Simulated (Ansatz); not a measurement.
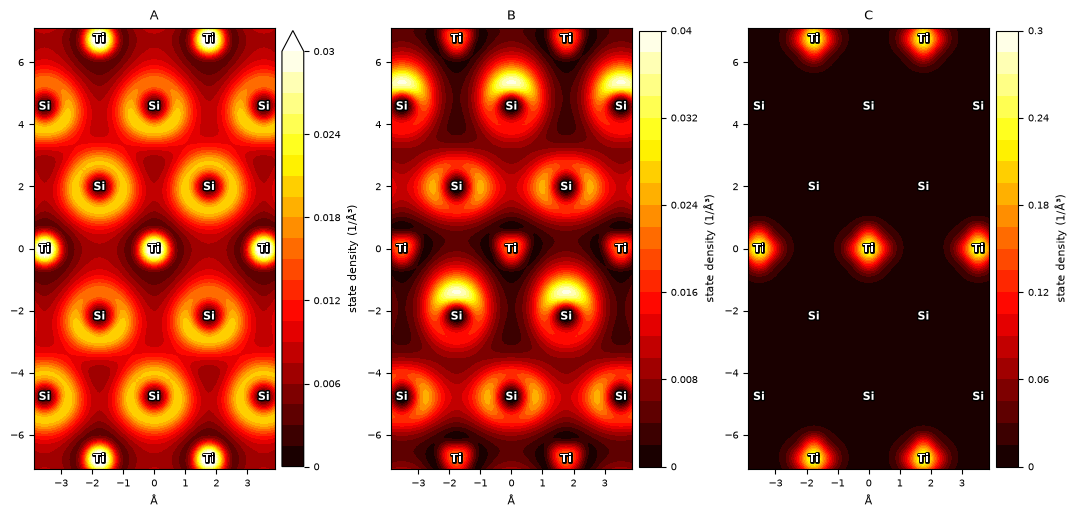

TiSi₂: densities of the states in three energy windows, on the (001) plane of the conventional cell.

Space group Cmcm. The cell comes from a database of computed structures, not from a measurement.

These are results of DFT PBE, scalar-relativistic, plane waves, PAW (Ansatz), not measurements.

In a PAW calculation such maps are meaningful between the atoms, not at the nuclei.

```yaml
crystal:
  lattice:
    - [3.53021, 0.00000, 0.00000]
    - [0.00000, 13.51856, 0.00000]
    - [0.00000, 0.00000, 3.56517]
  atoms:
    - { symbol: Ti, position: [0.00000, 0.10312, 0.75000] }
    - { symbol: Ti, position: [0.50000, 0.60312, 0.75000] }
    - { symbol: Ti, position: [0.50000, 0.39688, 0.25000] }
    - { symbol: Ti, position: [0.00000, 0.89688, 0.25000] }
    - { symbol: Si, position: [0.00000, 0.44175, 0.75000] }
    - { symbol: Si, position: [0.50000, 0.94175, 0.75000] }
    - { symbol: Si, position: [0.50000, 0.05825, 0.25000] }
    - { symbol: Si, position: [0.00000, 0.55825, 0.25000] }
    - { symbol: Si, position: [0.50000, 0.25031, 0.75000] }
    - { symbol: Si, position: [0.00000, 0.75031, 0.75000] }
    - { symbol: Si, position: [0.00000, 0.24969, 0.25000] }
    - { symbol: Si, position: [0.50000, 0.74969, 0.25000] }
```

The windows, about the Fermi level, are −13.1 to −8.7 eV, −8.7 to −4.4 eV and 0.0 to +1.2 eV. Which panel shows which?

Answer. Panel A: −8.7 to −4.4 eV, the middle third of the occupied valence band, mainly Si 3p (50 %), Si 3s (30 %) and Ti 3d (15 %).
Panel B: −13.1 to −8.7 eV, the lower third of the occupied valence band, mainly Si 3s (55 %), Si 3p (30 %) and Ti 4s (10 %).
Panel C: 0.0 to +1.2 eV, the empty states just over the Fermi level, mainly Ti 3d (70 %) and Si 3p (20 %).
The characters are Löwdin shares on a minimal set of atomic orbitals. At the bottom of an sp band the diffuse p orbitals of such a set take a share of s-like charge between the atoms, so the p share there is overstated.

The run took 54 s on 2 threads of AMD EPYC 7571, with other jobs on the host, peak memory 0.69 GiB.
